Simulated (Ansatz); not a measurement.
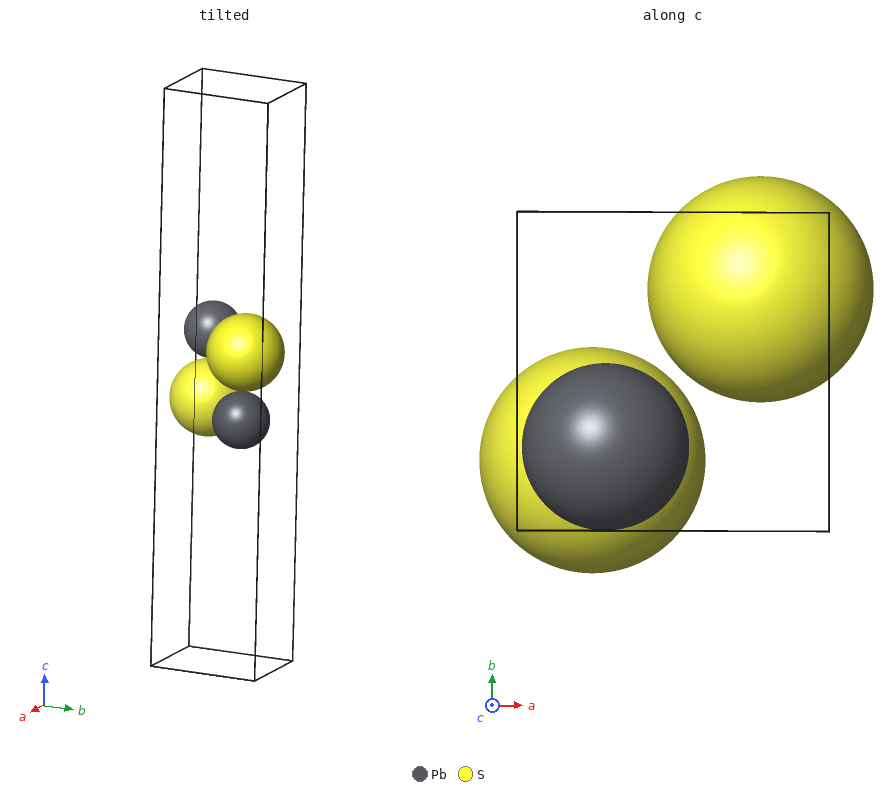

This space-filling model is shown slightly off an axis and along the c axis. The simulation cell is drawn as a box.

PbS, a = 4.148 Å, b = 4.237 Å, c = 22.259 Å, α = 93.84°, β = 93.76°, γ = 90.00°. Starting structure: a structure listed in the Materials Project. The cell was then strained or its atoms displaced on purpose. It went into a calculation with Ansatz.

This one geometry was computed with Ansatz (DFT, plane waves, PAW) at three levels of theory: r2SCAN, PBE and HSE06.

Q: How does the band gap change with the level of theory?

A: PBE: a gap of 1.59 eV, indirect; r2SCAN: a gap of 1.95 eV, indirect; HSE06: a gap of 2.19 eV, indirect.

Q: Collect the results in a table.

A:
| level | cutoff (eV) | k-mesh of the run's cell | gap (eV) | pressure (GPa) |
| --- | --- | --- | --- | --- |
| r2SCAN | 500 | 6×6×2 | 1.95 | 0.2 |
| PBE | 420 | 6×6×2 | 1.59 | 0.4 |
| HSE06 | 420 | 4×4×2 | 2.19 | 0.1 |

Gaps are taken on the k-mesh or band path of each run.
